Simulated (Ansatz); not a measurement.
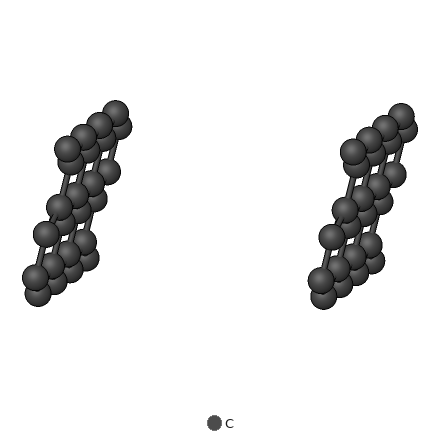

The system is H₂ on a C(101) slab cut from the P6/mmm phase, its upper half relaxed before the scan (12 atoms of substrate and one adsorbate in a 2 × 1 cell); the picture shows it without the atoms that are moved over the map. H2 lies flat over one site of a rigid substrate while its bond length and height are varied; it sits over a hollow of the top layer over the deeper atom C9, heights counted from the top plane, its axis along the second surface vector. Coordinates scanned: (1) distance H13-H14; (2) height of the H2 axis above the plane of C11. The scan uses an 8 × 9 grid. At 15 points there is no value (left out: too close to the surface, or the stretched molecule far from it). Points are written as (first, second). All energies are given in eV relative to the lowest grid point. Theory: DFT LDA, scalar-relativistic, plane waves, PAW in Ansatz. Settings: cutoff 420 eV, k-mesh 6×3×1, gaussian smearing 0.1 eV, no spin polarisation.

Range: distance H13-H14 from 0.650 to 2.650 Å; height of the H2 axis above the plane of C11 from 0.45 to 3.60 Å.

Predict the map.

Answer. The lowest grid point is at (0.750 Å, 1.73 Å). The bottom of the well lies between grid points, at about (0.807 Å, 1.54 Å), about 0.063 eV lower on the interpolated surface. No other kind of well shows on this grid. The highest grid point, (0.650 Å, 0.45 Å), lies 6.88 eV above the lowest.

```
second ↓, first →  0.650  0.750  0.919  1.181  1.495  1.849  2.235  2.650
             3.60   0.58   0.30   0.58   1.64      –      –      –      –
             3.00   0.55   0.27   0.54   1.59      –      –      –      –
             2.60   0.51   0.22   0.48   1.50      –      –      –      –
             2.05   0.41   0.09   0.29   1.24   2.45      –      –      –
             1.73   0.35   0.00   0.14   0.99   2.06   2.96   3.61   4.13
             1.41   0.44   0.03   0.06   0.71   1.56   2.29   2.89   3.47
             1.09   1.10   0.57   0.38   0.68   1.17   1.70   2.26   2.89
             0.77   3.06   2.27   1.62   1.29   1.26   1.49   1.95   2.58
             0.45   6.88   5.62   4.21   2.89   2.10   1.89   2.16   2.68
```

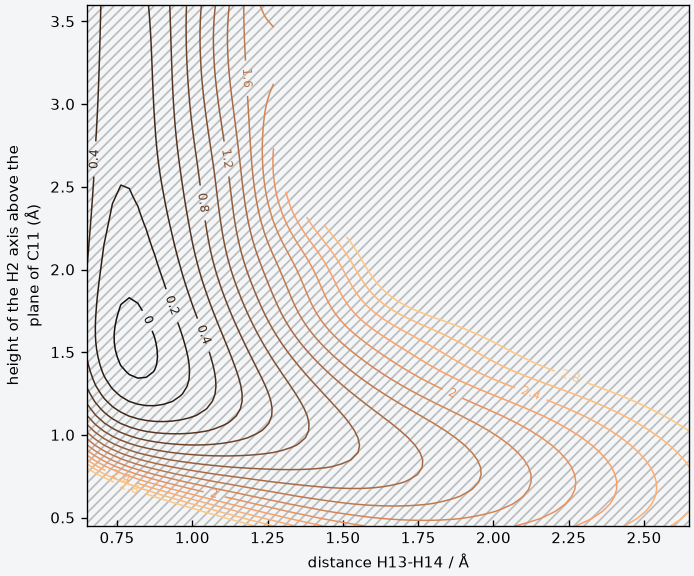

The picture shows contour lines labelled in eV (none above 2.8), hatched blanks where no value was computed. Between grid points the surface is interpolated.

Each point was launched as `ansatz run input.yaml --threads 1 --pin off --max-ram 3072MiB --backend cpu --events-out ev --progress --plain --runs-dir out`. The whole map (57 points run) took 82 min on 1 thread of Arm Neoverse N1 (shared host).

PAW datasets: the set soft_1.
